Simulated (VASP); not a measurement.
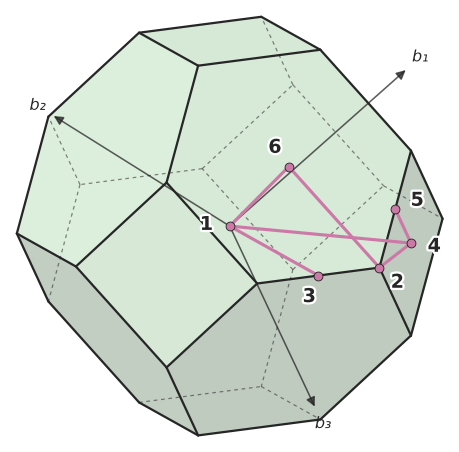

For GaN, the geometry relaxed with VASP Kohn-Sham DFT of a periodic cell, r2SCAN with D4, VASP PAW PBE potentials, recommended in VASP: the first Brillouin zone of a face-centred cubic lattice (cF; extended symbol cF2) is drawn with its special points numbered. The drawing is computed from the coordinates (standard cell, symmetry found to 0.002 Å).

a = 4.491 Å, b = 4.491 Å, c = 4.491 Å, α = 90.00°, β = 90.00°, γ = 90.00°.

Labels and path follow the convention of Hinuma et al. (2017), as computed by seekpath; the arrows show the directions of the reciprocal primitive vectors b₁, b₂, b₃, in which coordinates are given.

**Give the label and coordinates of each numbered point.**

```csv
no.,label,coordinates
1,Γ,"(0, 0, 0)"
2,W,"(1/2, 1/4, 3/4)"
3,K,"(3/8, 3/8, 3/4)"
4,X,"(1/2, 0, 1/2)"
5,U,"(5/8, 1/4, 5/8)"
6,L,"(1/2, 1/2, 1/2)"
```
